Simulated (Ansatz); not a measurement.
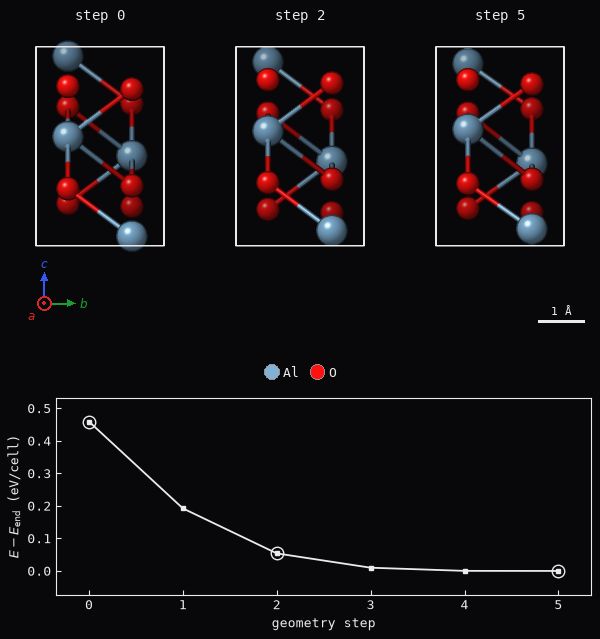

Frames of a relaxation of solid AlO₂ (set up in Pnma), marked on the history of the run. Style: ball-and-stick. Shown: the cell of the calculation, along the a axis.

Case: the database's cell, atoms relaxed.

Method: Ansatz 0.2.0, DFT PBE, scalar-relativistic, plane waves, PAW. Set-up: plane-wave cutoff 420 eV; k-point mesh 4 × 12 × 8; occupations gaussian; smearing width 0.01 eV; collinear spin; atoms relaxed in a fixed cell; force threshold 0.01 eV/Å; at most 40 steps.

Q: Describe the path.

A: After 5 geometry steps the energy has fallen by 0.459 eV per cell of the calculation. Largest force component: 1 eV/Å at the start, 0.0039 eV/Å at the end. The largest moves, 0.17 Å, are those of Al atoms. By element the largest moves are Al 0.17 Å, O 0.16 Å. The cell stays as it was. Near-neighbour distances that change, for instance: Al–O 2.019 → 1.902 Å, Al–O 1.980 → 2.048 Å, Al–O 1.863 → 1.815 Å, Al–O 1.839 → 1.816 Å. Among the angles between lasting bonds that change: O–Al–O 160.9° → 149.1°, Al–O–Al 103.0° → 111.4°, O–Al–O 77.0° → 68.6°. The space group stays Pnma (No. 62). From step 0 to 2: O atoms move most (0.14 Å), energy −0.405 eV per cell of the calculation. From step 2 to 5: Al and O atoms move most (0.06 Å), energy −54.0 meV per cell of the calculation.

```tsv
step	E − E(0), meV/atom	largest force component, eV/Å
0	0.00	1.0383
1	-22.23	0.5079
2	-33.76	0.2909
3	-37.43	0.1997
4	-38.24	0.0295
5	-38.26	0.0039
```
